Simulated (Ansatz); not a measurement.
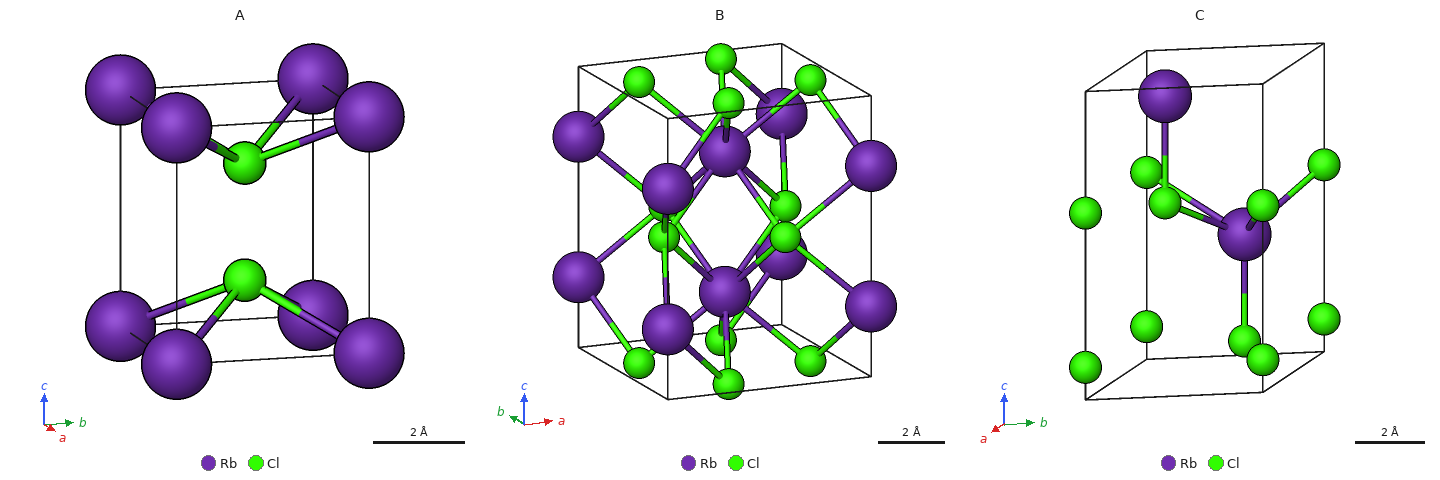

Three structures of RbCl2, each relaxed to rest (conventional cells in solid outline, small ones repeated, each panel with its own scale). Method: DFT PBE, scalar-relativistic, plane waves, PAW in Ansatz 0.2.0, without spin polarisation.

### What are the structures shown?

A: 3 atoms a cell on a primitive tetragonal lattice, P4/mmm; B: 12 atoms a cell on a body-centred tetragonal lattice, I4/mcm; C: 6 atoms a cell on a primitive hexagonal lattice, P6_3mc.

### Which of these is lowest in energy, and how far above it do the others lie?

A, then B (+177 meV/atom) and C (+224 meV/atom), energies at zero smearing.

### Collect the results in a table.

| panel | structure | E − E(lowest) (meV/atom) | volume (Å³/atom) | gap (eV) |
| --- | --- | --- | --- | --- |
| A | P4/mmm | 0 | 35.3 | metal |
| B | I4/mcm | 177 | 33.7 | metal |
| C | P6_3mc | 224 | 37.8 | metal |

Some of these may be structure types tried for this composition rather than known phases, and the most stable form need not be among them. Gaps are taken on the k-mesh or band path of each run.
